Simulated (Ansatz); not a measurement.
Consider NiSb.

```
CELL_PARAMETERS angstrom
2.28704 -2.28672 0.00000
2.28704 2.28672 0.00000
0.00000 0.00000 3.23389
ATOMIC_POSITIONS crystal
Sb 0.00000 0.00000 0.00000
Ni 0.50000 0.50000 0.50000
```

Space group Pm-3m; computed without spin polarisation.

Level of theory: Ansatz 0.2.0, DFT r2SCAN, scalar-relativistic, plane waves, PAW.

### What can the converged valence pseudo-density and electron localisation function tell about the bonding?

Ni–Sb (2.80 Å): ρ at the midpoint is about 0.27 e/Å³; the ELF is about 0.40 at the midpoint.

### Does the calculation make it a metal, or give it a gap?

It is gapless in this calculation (a metal or semimetal).

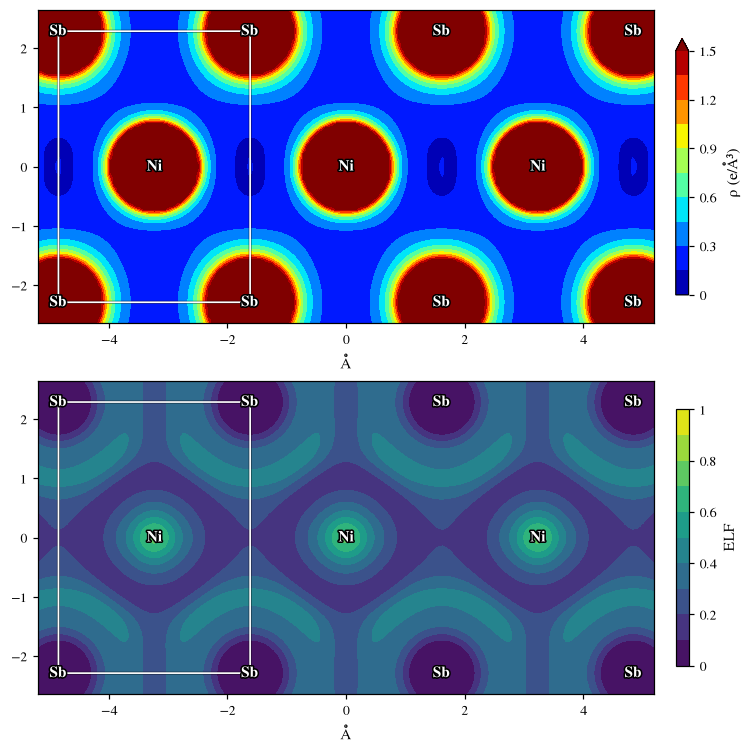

Computed valence pseudo-density and electron localisation function on the (101) plane of the conventional cell, in this order. 

In a PAW calculation such maps are meaningful between the atoms, not at the nuclei.
